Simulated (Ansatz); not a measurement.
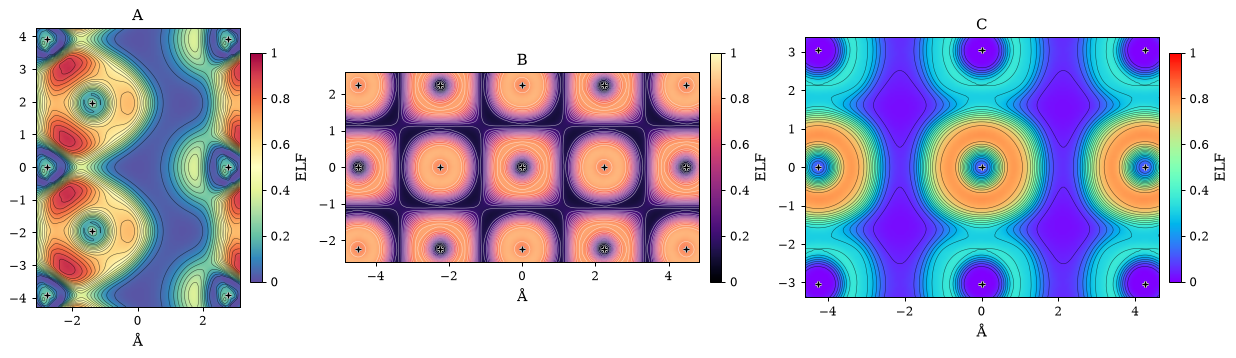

The ELF of 3 systems, each on a plane through atoms (crosses mark nuclei in the plane).

Level of theory: Ansatz, DFT, PBE, plane-wave PAW, default files, scalar-relativistic, frozen cores.

System 1: SnSe, the (100) plane of the conventional cell. Space group I4/mmm.

```
Sn Se
1.0
     3.01000   -3.01000    0.00000
     3.01000    3.01000    0.00000
     0.00000    0.00000    6.08020
Sn Se
2 2
Direct
  0.00000 0.00000 0.00000
  0.50000 0.50000 0.50000
  0.50000 0.50000 0.00000
  0.00000 0.00000 0.50000
```

System 2: AlAs, the (011) plane of the conventional cell. Space group F-43m; computed pressure about 8 GPa in this cell.

```
Al As
1.0
     5.54524    0.00000    0.00000
     0.00000    0.00000   -5.54524
     0.00000    5.54524    0.00000
Al As
4 4
Direct
  0.50000 0.50000 0.00000
  0.00000 0.50000 0.50000
  0.00000 0.00000 0.00000
  0.50000 0.00000 0.50000
  0.25000 0.75000 0.25000
  0.75000 0.75000 0.75000
  0.75000 0.25000 0.25000
  0.25000 0.25000 0.75000
```

System 3: HfN, the (100) plane of the conventional cell. Space group Fm-3m; computed pressure about 11 GPa in this cell; computed without spin polarisation.

```xyz
8
Lattice="4.4877 0.0000 0.0000 0.0000 4.4877 0.0000 0.0000 0.0000 4.4877" Properties=species:S:1:pos:R:3 pbc="T T T"
Hf    0.0000    0.0000    0.0000
Hf    2.2438    2.2438    0.0000
Hf    2.2438    0.0000    2.2438
Hf    0.0000    2.2438    2.2438
N     2.2438    0.0000    0.0000
N     0.0000    2.2438    0.0000
N     0.0000    0.0000    2.2438
N     2.2438    2.2438    2.2438
```

Question: Which map belongs to which system?

Answer: Panel A is system 2, AlAs: the plane holds Al and As. Al–As (2.40 Å): the ELF peaks at about 0.90 between the atoms: a shared electron pair. Panel B is system 3, HfN: the plane holds Hf and N. Hf–N (2.24 Å): the ELF peaks at about 0.80 in the valence shell of N, 0.6 Å from its nucleus, and drops to about 0.15 between the two atoms; no shared electron pair shows on this line. Panel C is system 1, SnSe: the plane holds Sn and Se.
